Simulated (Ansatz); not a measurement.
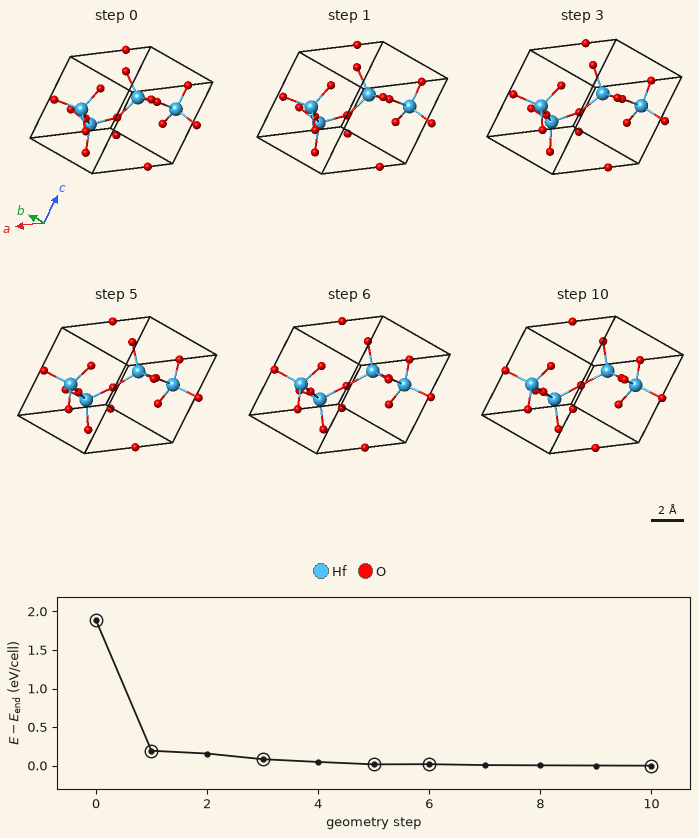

Frames of a relaxation of solid HfO2 (a generated structure, set up in P2_1) (coarse preliminary run), marked on the history of the run. The picture is a ball-and-stick view of the cell of the calculation, seen from a free direction.

Case: Si → Hf on all its sites, cell and atoms relaxed.

All numbers below come from Ansatz 0.2.0, DFT r2SCAN, scalar-relativistic, plane waves, PAW. Set-up: plane-wave cutoff 500 eV; k-point mesh 4 × 2 × 4; occupations gaussian; smearing width 0.1 eV; no spin polarisation; cell and atoms relaxed; force threshold 0.05 eV/Å; at most 60 steps.

> What happens along the run?

The run was cut off at its time limit before the relaxation converged, so the last structure is only a point on the way. Over 10 geometry steps the energy falls by 1.888 eV per cell of the calculation. Largest force component: 1.4 eV/Å at the start, 0.017 eV/Å at the end. Pressure: 16.02 GPa at the start and −0.07 GPa at the end. The largest moves relative to the cell, 1.11 Å, are those of O atoms. By element the largest moves are O 1.11 Å, Hf 0.48 Å. The drawn cell changes as follows: a 5.706 → 6.325 Å (+10.8 %), b 9.498 → 10.336 Å (+8.8 %), c 5.849 → 6.338 Å (+8.4 %), β 119.2° → 119.9°; the volume changes by +29.8 %. Some distances before and after: Hf–O 1.855 → 1.941 Å. Among the angles between lasting bonds that change: Hf–O–Hf 144.0° → 179.1°, Hf–O–Hf 144.5° → 174.9°, Hf–O–Hf 173.8° → 180.0°. The space group stays C222_1 (No. 20). The run took 7.7 min on 2 threads of Oxide Virtual Turin-like Processor (Zen 5), on a shared host, peak memory 1.5 GiB. From step 0 to 1: O atoms move most (0.05 Å), volume +13.4 %, energy −1.695 eV per cell of the calculation. From step 1 to 3: O atoms move most (0.28 Å), volume +6.1 %, energy −0.109 eV per cell of the calculation. From step 3 to 5: O atoms move most (0.43 Å), volume +5.2 %, energy −67.1 meV per cell of the calculation. From step 5 to 6: O atoms move most (0.22 Å), volume +2.4 %, energy +2.3 meV per cell of the calculation. From step 6 to 10: O atoms move most (0.21 Å), volume +0.2 %, energy −19.4 meV per cell of the calculation.
